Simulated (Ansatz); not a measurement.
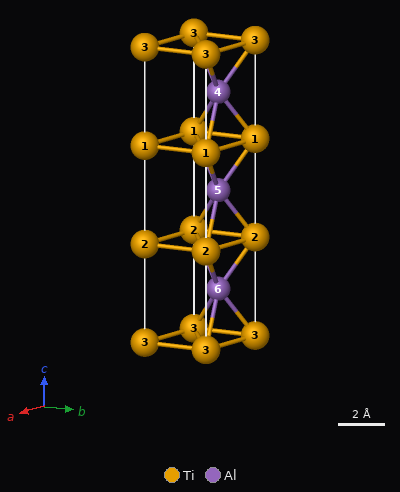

Fig. 1: The input geometry (ball-and-stick view of the reduced cell, seen at an oblique angle; atoms are numbered from 1 in the order of the input). An atom can appear more than once, as a periodic image. Near neighbours in the periodic cell (some may lie outside the picture): Ti has 6 Al at 2.85 Å and 6 Ti at 2.87 Å; Al has 6 Al at 2.87 Å and 6 Ti at 2.85 Å.

## Single-point calculation, with input and output: TiAl

The run: single-point calculation of TiAl (P-6m2, 6 atoms in the cell). Method and program: DFT r2SCAN, scalar-relativistic, plane waves, PAW, no spin polarisation (Ansatz 0.2.0).

The structure derives from a Materials Project entry. It belongs to a series of runs on one base structure; here: the relaxed cell repeated 3 times. Figures and captions count atoms from 1; the log counts them from 0 in places.

## Input
```yaml
crystal:
  lattice:
    - [-2.8685970537, 0.0, 0.0]
    - [-1.4342985269, -2.4842779217, 0.0]
    - [0.0, 0.0, 13.9016027058]
  atoms:
    - { symbol: Ti, position: [0.0, 1.0, 0.3333333333] }
    - { symbol: Ti, position: [0.0, 1.0, 0.6666666667] }
    - { symbol: Ti, position: [0.0, 1.0, 0.0] }
    - { symbol: Al, position: [0.3333333333, 0.3333333333, 0.1666666667] }
    - { symbol: Al, position: [0.3333333333, 0.3333333333, 0.5] }
    - { symbol: Al, position: [0.3333333333, 0.3333333333, 0.8333333333] }
basis:
  ecutwfc: 500
kpoints:
  mp_grid: { grid: [23, 23, 5] }
hamiltonian:
  xc: r2scan
scf:
  occupations: { method: gaussian, width: 0.15 }
output:
  forces: true
  stress: true
  eigenvalues: true
  write_density: true
  write_potential: true
  elf: true
  volumetric_format: npy
```

Run on 2 threads of AMD EPYC (Zen 5), 32 GiB of memory available, shared host.

Launched with:
```bash
ansatz run input.yaml --threads 2 --pin off --max-ram 5120MiB --backend cpu --events-out ev --progress --plain --runs-dir out
```

## Output
```
Engine: ansatz 0.2.0, x86_64-unknown-linux-gnu
Pseudopotentials: kind: paw
Pseudopotential: Ti, paw, valence charge 12, recommended cutoff 500 eV (meta_gga), Ti.paw.azcp
Pseudopotential: Al, paw, valence charge 3, recommended cutoff 500 eV (meta_gga), Al.paw.azcp
Functional definition: r2SCAN
  parameter k0 = 0.174
  parameter k1 = 0.065
  parameter a1 = 4.9479
  exchange = r2scan_x(k0 = k0, k1 = k1, a1 = a1)
  correlation = r2scan_c
Crystal: 6 atoms, lattice volume = 99.068 Å³
Basis set: ecut = 500 eV, 2475 PW (Γ), exchange–correlation on 96×96×432 points (64 copies of the dense FFT grid, shifted against one another)
Bands: 29, of which v1, the nominal top of the filled ones, is band 23 counted from 1 (22 counted from 0)
Symmetry: 36 space group operations
Space group: P-6m2 (ITA 187), of the structure as read, at distance tolerance 4.6e-5 Å
k-points: 168 of 2645 (time reversal used)
Non-local potential: Ti, projectors of the file, l = 0: 3, l = 1: 2, l = 2: 3, l = 3: 1
Non-local potential: Al, projectors of the file, l = 0: 2, l = 1: 2, l = 2: 1
PAW form: soft (Blöchl's): semilocal exchange-correlation on the pseudo side does not see the compensation charge
PAW frozen core: Ti, regenerated for the run's functional (the file was generated under x = pbe(κ = 0.804, μ = 0.2195149727645171), c = pbe(β = 0.06672455060314922))
PAW frozen core: Al, regenerated for the run's functional (the file was generated under x = pbe(κ = 0.804, μ = 0.2195149727645171), c = pbe(β = 0.06672455060314922))
PAW one-centre angular grid: Ti, 590 points (default); XC on 160 Gauss nodes
PAW one-centre angular grid: Al, 302 points (default); XC on 160 Gauss nodes
Initial density: superposition of atomic densities (neutral atoms: chi_scale 0, normalization atom), corrected by the library's trained network
Initial wavefunctions: pseudopotential atomic-orbital guess
Functional: x = r2scan, c = r2scan; τ floored in thin density (d = 2e-4 eV/Å³)
SCF iter   1: F=—  HF=-9135.995089 eV  |F-HF|=—  |Δ(HF+E_count)|=         —  Δρ=1.77e-2  dr2=4.43e-1  dr2_τ=4.26e-2  ethr=1.77e-3  ⟨swp⟩=5.4  Hψ=21647  notcnv=0
preconditioner: auto → Kerker (q_TF=auto, 2.392 Å⁻¹)  [metal: Δε(μ)=0.006 eV  Ē_g=4.319 eV  σ=0.150 eV  W_gap=0.02  n_scr=10 (ndim 8)  ℏωp=17.1 eV  f_vac=0.000  D(μ)=6.76/eV (n_scr^D=80)]
SCF iter   2: F=—  HF=-9136.020582 eV  |F-HF|=—  |Δ(HF+E_count)|=   2.55e-2  Δρ=3.84e-3  dr2=1.01e-2  dr2_τ=5.32e-3  ethr=9.85e-4  ⟨swp⟩=3.6  Hψ=10954  notcnv=0  defer=168
SCF iter   3: F=—  HF=-9136.022594 eV  |F-HF|=—  |Δ(HF+E_count)|=   2.01e-3  Δρ=2.33e-3  dr2=3.78e-3  dr2_τ=3.24e-4  ethr=2.24e-5  ⟨swp⟩=1.0  Hψ=4704  notcnv=0  defer=168
SCF iter   4: F=—  HF=-9136.024363 eV  |F-HF|=—  |Δ(HF+E_count)|=   1.77e-3  Δρ=3.84e-4  dr2=1.29e-4  dr2_τ=5.10e-6  ethr=8.40e-6  ⟨swp⟩=3.0  Hψ=8353  notcnv=0  defer=168
SCF iter   5: F=—  HF=-9136.024361 eV  |F-HF|=—  |Δ(HF+E_count)|=   2.50e-6  Δρ=8.40e-5  dr2=6.86e-6  dr2_τ=5.35e-7  ethr=2.88e-7  ⟨swp⟩=2.6  Hψ=6484  notcnv=0  defer=168
SCF iter   6: F=—  HF=-9136.024365 eV  |F-HF|=—  |Δ(HF+E_count)|=   4.23e-6  Δρ=1.24e-5  dr2=1.00e-7  dr2_τ=8.86e-9  ethr=2.22e-10  ⟨swp⟩=10.0  Hψ=32629  notcnv=0
SCF iter   7: F=-9136.024365 eV  HF=-9136.024365 eV  |F-HF|=1.30e-8  |Δ(HF+E_count)|=   6.02e-8  Δρ=3.71e-6  dr2=1.82e-8  dr2_τ=4.52e-10  ethr=2.22e-10  ⟨swp⟩=6.5  Hψ=23348  notcnv=0
SCF 1 converged in 7 iterations: F = -9136.024365 eV  dr2 = 1.82e-8
  greatest PAW one-centre occupation: 1.001 electrons in one spin orbital (limit 2), on the Ti atom at site 2 (counted from 0), in its partial waves of l = 1
SCF converged after 7 iterations
Free energy (F): -9136.024365 eV
Harris-Foulkes:  -9136.024365 eV  (|F-HF|=1.30e-8)
Internal energy: -9135.944135 eV  (E = F + TS)
E sigma→0 (E₀):  -9135.984250 eV
Entropy (-TS):   -0.080230 eV (-13.372 meV/atom)
Fermi energy:    10.522227 eV
--- Per-component energies (eV) ---
  E_band       = -547.229796
  E_kinetic    = 887.814918
  E_local      = -3430.898659  (includes V_loc(G=0)·N_el)
  E_nonlocal   = 51.413359
  E_hartree    = 1478.537020
  E_xc         = -389.701671
  E_vxc        = -492.787078  (∫ρ·V_xc dr)
  E_paw        = -4589.941056  (= ΣΔE_a)
  E_vpaw       = -550.816298  (= ΣTr[D̂ρ^β])
  E_aug_tail   = 0.000268  (compensation charges beyond the density's cutoff)
  E_vtau       = 30.978321  (kinetic-family band-sum trace: ∫τ·v_τ [+ j·A + Jᵃ·Aᵃ] dr)
  E_ewald      = -3142.227618
  E_core_change = -0.940696  (= ΣΔE_core)
  E_smearing   = -0.080230  (= −TS)
  E_closure    = -0.000000  (closes the sum)
  Σ components = -9136.024365   (vs F -9136.024365, Δ=0.00e0)
--- Forces (eV/Å), atoms counted from 1 ---
  atom   1  Ti    -0.00000000     0.00000000    -0.00000000
  atom   2  Ti    -0.00000000     0.00000000    -0.00000000
  atom   3  Ti     0.00000000     0.00000000    -0.00000000
  atom   4  Al     0.00000000     0.00000000    -0.00000000
  atom   5  Al     0.00000000     0.00000000    -0.00000000
  atom   6  Al     0.00000000     0.00000000    -0.00000000
  max |Σ_I F_I| component: 2.97e-17 eV/Å
--- Stress (GPa, compression-positive) ---
        0.083196       0.000000      -0.000000
        0.000000       0.083196       0.000000
       -0.000000       0.000000      -0.140928
  P = ⅓ Tr σ = 0.0085 GPa (0.085 kbar)
--- Band table (eV; the first three rows and the last of 168) ---
  k-point 0: bands = ["-48.3435", "-48.3434", "-48.3434", "-23.6118", "-23.6118", "-23.6077", "-23.1787", "-23.1787", "-23.1786", "-23.1786", "-23.1786", "-23.1786", "1.0440", "1.6960", "1.6960", "5.5155", "5.5155", "8.1232", "8.5162", "9.9795", "9.9795", "11.9550", "11.9550", "11.9657", "11.9657", "11.9657", "11.9657", "13.5134", "13.5134"]
  k-point 1: bands = ["-48.3435", "-48.3434", "-48.3434", "-23.6126", "-23.6107", "-23.6079", "-23.1787", "-23.1787", "-23.1786", "-23.1786", "-23.1786", "-23.1786", "1.0743", "1.4903", "1.8870", "5.1239", "6.0144", "7.7293", "8.8506", "9.8117", "10.0848", "11.9556", "11.9556", "11.9628", "11.9628", "11.9679", "11.9679", "13.5004", "13.5004"]
  k-point 2: bands = ["-48.3434", "-48.3434", "-48.3433", "-23.6131", "-23.6096", "-23.6086", "-23.1786", "-23.1786", "-23.1786", "-23.1786", "-23.1786", "-23.1786", "1.1635", "1.3059", "2.0084", "4.9008", "6.5744", "7.1589", "9.2493", "9.5712", "10.1354", "11.9573", "11.9573", "11.9599", "11.9599", "11.9691", "11.9691", "13.4934", "13.4934"]
  k-point 167: bands = ["-48.2319", "-48.2319", "-48.2318", "-23.6226", "-23.6225", "-23.6222", "-23.5667", "-23.5666", "-23.5664", "-23.4996", "-23.4981", "-23.4977", "8.1696", "8.2818", "8.3416", "8.4551", "8.4603", "8.7061", "9.0372", "9.0977", "9.7631", "9.8210", "9.9284", "9.9608", "10.4885", "10.5703", "10.6213", "11.9547", "12.8726"]
```

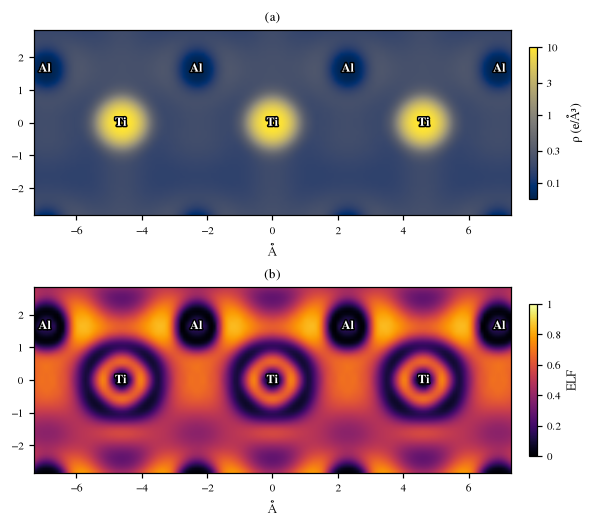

Fig. 2: (a) valence pseudo-density; (b) ELF on the (11̄0) plane of the calculation cell. Atoms in the plane: Ti and Al. Ti–Al (2.85 Å): the density is about 0.21 e/Å³ at the midpoint; the ELF is about 0.40 at the midpoint, which marks nearly free electrons, as in a simple metal. Away from the nuclei the density in this plane falls to 0.15 e/Å³ at its lowest. The ELF has a maximum of about 0.55 in the space between the atoms. The strong features right at Ti lie inside the PAW spheres (semicore, d or f shells) and say nothing about bonding. In a PAW calculation such maps are meaningful between the atoms, not at the nuclei.

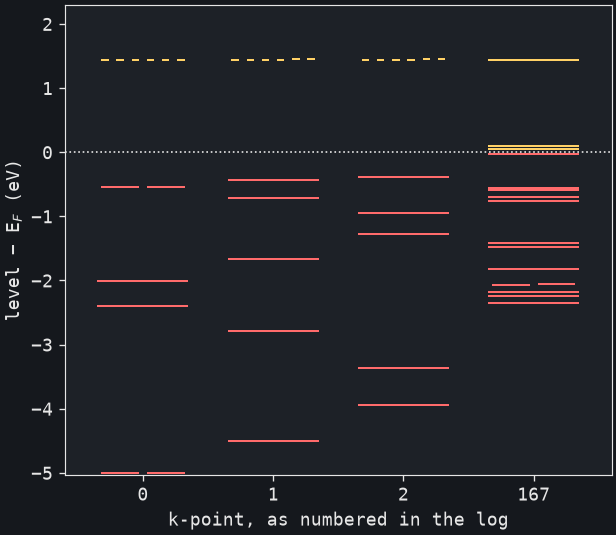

Fig. 3: Kohn–Sham levels near the Fermi level (dotted) at the few k-points that the log prints; levels within 0.02 eV of each other stand side by side. The system is metallic on the full mesh.

## Summary

| quantity | value |
| --- | --- |
| outcome | converged |
| space group (tolerance 0.01 Å) | P-6m2 (187) |
| electrons treated | 45 |
| free energy | −9136.0244 eV |
| Fermi energy | 10.522 eV |
| gap on the k-point mesh | none (metallic) |
| pressure | 0.01 GPa |
| largest force (length of the vector) | under 0.001 eV/Å |
| wall time | 17 s (CPU time 34 s) |
| peak memory | 0.93 GiB |
